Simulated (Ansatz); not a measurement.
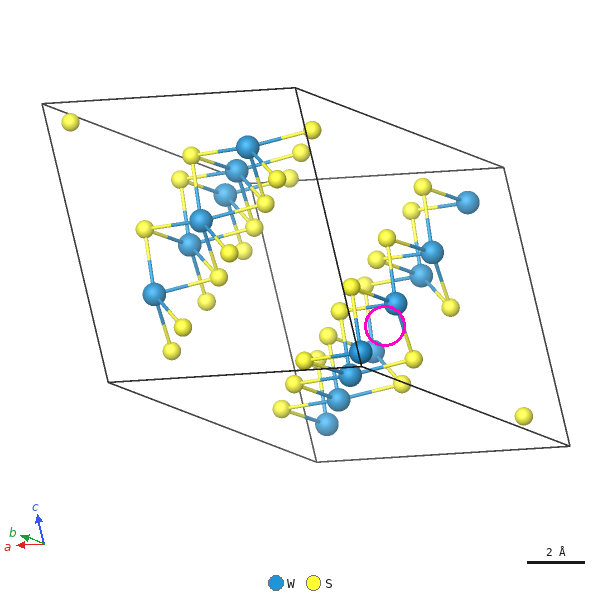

An orthographic ball-and-stick view of the structure, from a general direction. The parallelepiped is the supercell. The host is WS$_{2}$, in a cell of 48 sites, and the cell carries a charge of -1. A ring marks the defect's site.

**Name the defect and give its surroundings.**

A tungsten vacancy. Around the empty site lie six S at about 2.5 Å.

Setup: Ansatz, DFT PBE, scalar-relativistic, plane waves, PAW; a cutoff energy of 420 eV, k-points on a 2×2×2 grid, Gaussian smearing of 0.01 eV, collinear spins.

**Is there a net moment in the defective cell?**

Yes, 1.0 μB in the cell.

The atoms were relaxed in the host's cell with Ansatz 0.2.0, DFT PBE, scalar-relativistic, plane waves, PAW.
